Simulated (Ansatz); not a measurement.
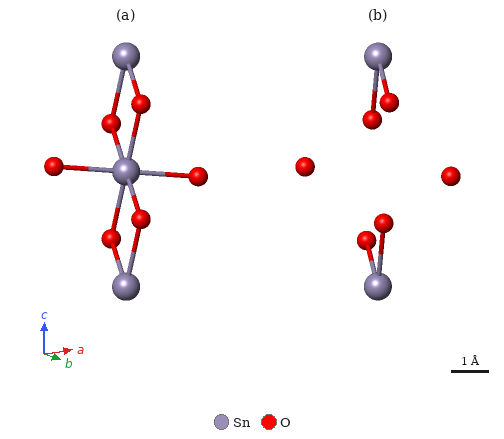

Left: perfect SnO$_{2}$. Right: the same region with one point defect, after relaxing the atoms in a supercell of 72 sites. A ball-and-stick model of the atoms within 3.3 Å of one point, seen from a free direction.

Computed with DFT, PBEsol, PAW, plane waves in Ansatz. Settings: plane-wave cutoff 420 eV; k-point mesh 1 × 1 × 1; mesh shifted by (0.25, 0.25, 0.25); collinear spin. Fermi-Dirac smearing of 0.01 eV. A uniform background neutralises the charged cell. The axes drawn are those of the host's conventional cell.

Question: What kind of defect was made?

Answer: A tin atom is taken out (a vacancy).

The charge state of the cell is +1.

Question: What does the relaxation do around it?

Answer: Around the empty Sn site the host had 6 O at 2.07 Å; after relaxation the nearest atoms are 6 O at 2.06 to 2.26 Å. Of the host's atoms, an oxygen atom moves furthest from its site, by 0.34 Å. The cell's net moment is 5.00 μB.

Limits of the set-up: the cell is charged, on a uniform background, and energies carry no finite-size correction.
